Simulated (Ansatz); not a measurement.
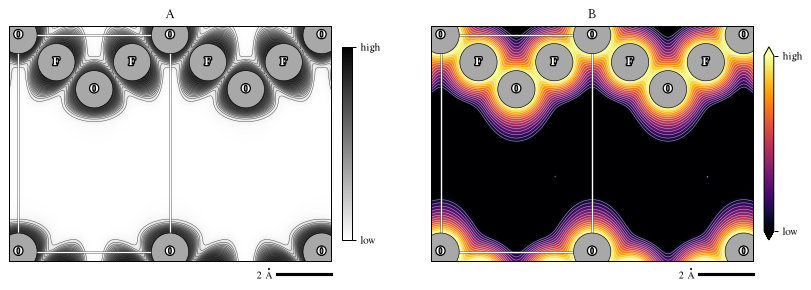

OF$_{2}$: 2 fields on the (010) plane of the conventional cell, with unlabelled colour scales. Grey discs cover the atomic cores.

Space group I4₁/amd; a structure from a database of computed crystals, not necessarily the ambient phase; started from the SiO2-122 prototype, which need not be the ambient phase.

Level of theory: DFT, r2SCAN+rVV10, plane waves, PAW in Ansatz.

### The panels show electron localisation function and valence pseudo-density in some order. Assign them.

Panel A: electron localisation function. Panel B: valence pseudo-density. From the grid: O–F (1.72 Å): the density is about 0.86 e/Å³ at the midpoint; the ELF peaks at about 0.80 in the valence shell of O, 0.5 Å from its nucleus, and drops to about 0.30 between the two atoms.
